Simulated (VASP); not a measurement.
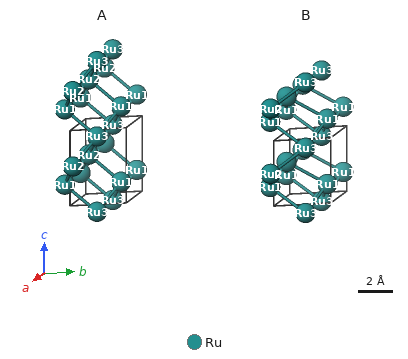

Two geometries of solid Ru (a generated structure, set up in P3_121), drawn at one scale. One is the start of a relaxation, the other its converged end. Style: ball-and-stick. Shown: the cell of the calculation, repeated 2 × 1 × 2 with one cell outlined, slightly off an axis.

These are results of VASP, Kohn-Sham DFT of a periodic cell, r2SCAN, VASP PAW PBE potentials, recommended, not measurements. Settings: plane-wave cutoff 600 eV; k-point mesh 6 × 6 × 4; occupations gaussian; smearing width 0.1 eV; no spin polarisation.

Question: Which of the two is the end point?

Answer: Structure A is the relaxed one. The run lets cell and atoms move. After 15 geometry steps the energy has fallen by 2834 meV per atom. Largest force component: 22 eV/Å at the start, 0.0025 eV/Å at the end. The pressure goes from 144.52 to 0.00 GPa. The largest moves relative to the cell, 0.37 Å, are those of Ru1, Ru2 and Ru3. Ru2 goes along +b. The drawn cell changes as follows: a = b 3.482 → 3.432 Å (−1.4 %), c 3.950 → 4.560 Å (+15.4 %); the volume changes by +12.2 %. Some distances before and after: Ru1–Ru2 1.892 → 2.494 Å, Ru1–Ru2 (another image) 2.740 → 2.499 Å. Bond angles that change, for instance: Ru2–Ru1–Ru3 65.5° → 93.0°, Ru2–Ru1–Ru3 156.3° → 179.8°, Ru2–Ru1–Ru3 161.2° → 179.9°. The space group (tolerance 0.01 Å) goes from P3_121 (No. 152) to R-3m (No. 166). At step 1 the optimiser overshot: the energy rose above the start, and later steps came back. The volume changes by over a tenth within one run on a fixed set of plane waves, so the end point should be relaxed again from the new cell. It ran on 1 thread of AMD EPYC 7R43 64-Core Processor (Zen 3), on a shared host.

Limits of the set-up: the k-point mesh is coarse for a cell with partly filled bands.
